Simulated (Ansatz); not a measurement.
# TiSi2: what the fields show

The calculation's input:

```
crystal:
  lattice:
    - [3.2247334387, 0.0, 0.0]
    - [0.0, 3.2247334387, 0.0]
    - [0.0, 0.0, 5.1348685092]
  atoms:
    - { symbol: Ti, position: [0.5, 0.5, 0.2860057341] }
    - { symbol: Si, position: [0.5, 0.5, 0.7925749082] }
    - { symbol: Si, position: [0.0, 0.0, 0.0256292877] }
basis:
  ecutwfc: 420
kpoints:
  mp_grid: { grid: [14, 14, 10] }
hamiltonian:
  xc: pbe
scf:
  occupations: { method: gaussian, width: 0.1 }
output:
  forces: true
  stress: true
  eigenvalues: true
  write_density: true
  write_potential: true
  elf: true
  volumetric_format: npy
relax:
  adjacent_minimum: "off"
  f_tol: 0.01
  max_steps: 80
  cell: { stress_tol: 0.05 }
```

Command:

```sh
ansatz run input.yaml --threads 1 --pin off --max-ram 2560MiB --backend cpu --events-out ev --progress --plain --runs-dir out
```

Below, planes, directions and counts refer to the conventional cell (a = 3.20 Å, b = 3.20 Å, c = 5.17 Å, α = 90.00°, β = 90.00°, γ = 90.00°).

The fields are those of the run's last geometry, not of the input's.

Space group P4mm; a structure generated by program, which may or may not match a known phase; computed without spin polarisation.

The calculation used DFT PBE, scalar-relativistic, plane waves, PAW in Ansatz 0.2.0.

In a PAW calculation such maps are meaningful between the atoms, not at the nuclei.

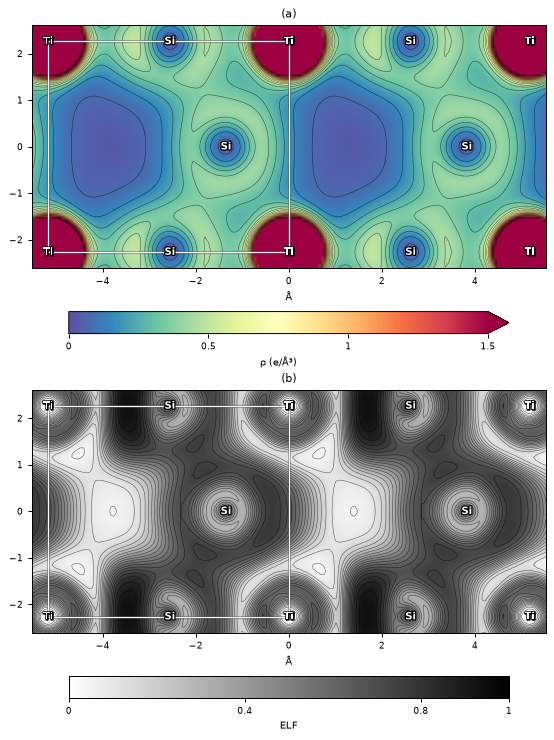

Figure 1. (a) valence charge density (pseudo); (b) electron localisation function on the (110) plane of the conventional cell.

Question: What does the map show?

Answer: The plane passes through Ti and Si nuclei. Ti–Si (2.56 Å): ρ is about 0.34 e/Å³ halfway; the ELF peaks at about 0.70 in the valence shell of Si, 0.9 Å from its nucleus, and is about 0.40 at the midpoint. Si–Si (2.57 Å): ρ at the midpoint is about 0.37 e/Å³; the ELF peaks at about 0.75 between the atoms. Ti–Si (2.61 Å): ρ is about 0.34 e/Å³ halfway; the ELF peaks at about 0.95 in the valence shell of Si, 0.9 Å from its nucleus, and is about 0.65 at the midpoint. Between the atoms the lowest density in this plane is 0.03 e/Å³. The features right at Ti lie inside the PAW spheres, where the map follows smoothed inner orbitals and isn't to be read closely.

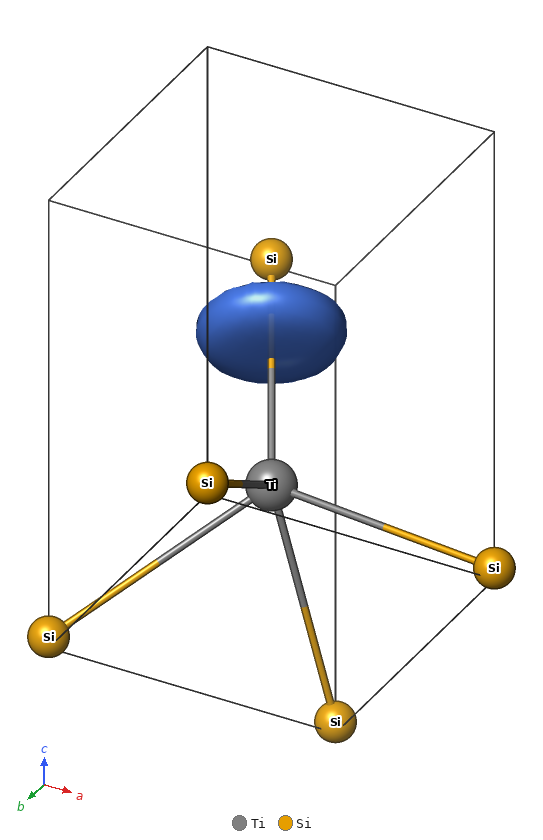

Figure 2. Isosurface of the ELF at 0.85 (blue), seen at an oblique angle. Core shells and regions of very low density are left out. Sticks mark near contacts.

Question: Where are the electrons localised?

Answer: The surface consists of one lobe of the valence shell of Si pointing towards Ti (polar bonds), counted in one cell of 3 atoms. Regions shared between cells count once.

Question: Metal or insulator at this level of theory?

Answer: It is gapless in this calculation (a metal or semimetal).
